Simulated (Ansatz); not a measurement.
The coordinates of a crystal:

```xyz
16
Lattice="5.6038 0.0000 0.0000 0.0000 5.6038 0.0000 0.0000 0.0000 5.6038" Properties=species:S:1:pos:R:3 pbc="T T T"
Al    2.8019    0.0000    0.0000
Ni    1.4009    4.2028    4.2028
Ni    0.0000    0.0000    0.0000
Ni    1.4009    1.4009    4.2028
Al    2.8019    2.8019    2.8019
Ni    1.4009    1.4009    1.4009
Ni    0.0000    2.8019    2.8019
Ni    1.4009    4.2028    1.4009
Al    0.0000    0.0000    2.8019
Ni    4.2028    4.2028    1.4009
Ni    2.8019    0.0000    2.8019
Ni    4.2028    1.4009    1.4009
Al    0.0000    2.8019    0.0000
Ni    4.2028    1.4009    4.2028
Ni    2.8019    2.8019    0.0000
Ni    4.2028    4.2028    4.2028
```

Question: What crystal do these data define?

Answer: The formula is AlNi3. Space group: Fm-3m (No. 225). Lattice: face-centred cubic. It adopts the structure known as D0₃ (BiF₃ or Fe₃Al type). The cell has 16 atoms, namely 4 Al, 12 Ni. The Al atoms are each bonded to eight Ni in a cubic arrangement at 2.43 Å. Ni takes two kinds of site: 8c with four Al and four Ni in a cubic arrangement (2.43 Å to Al, 2.43 Å to Ni); 4a with eight Ni in a cubic arrangement at 2.43 Å. The bonds build a three-dimensional framework.

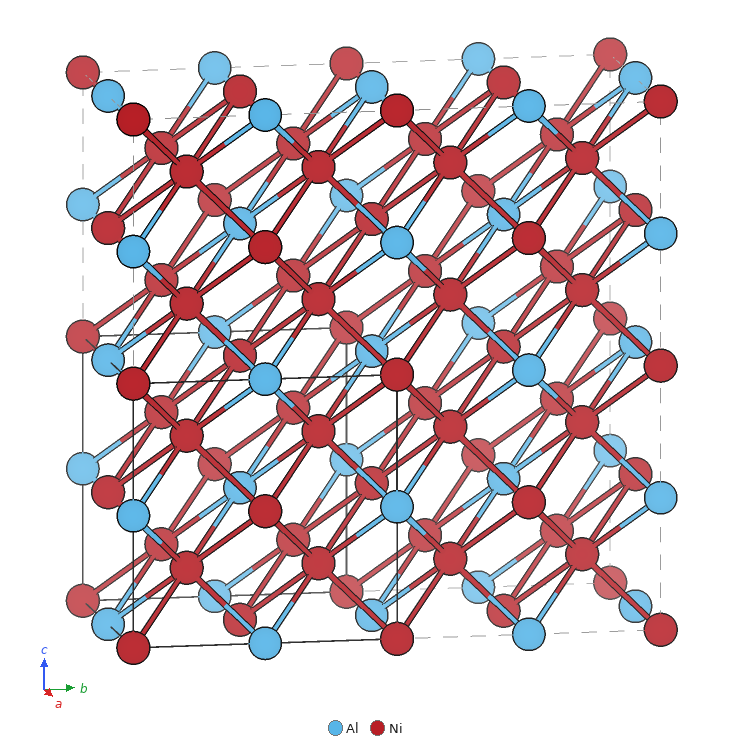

The image is a ball-and-stick drawing of a crystal, viewed slightly off an axis. The solid frame is a single conventional unit cell within a 1×2×2 block.

The model was built from a structure listed in the Materials Project. Earlier steps of the study may have refined or changed the cell and positions. It went into a calculation with Ansatz.

At this level of theory the cell isn't at rest (compressed, at 7 GPa), so its distances can differ from those at equilibrium, the more so the softer the solid.
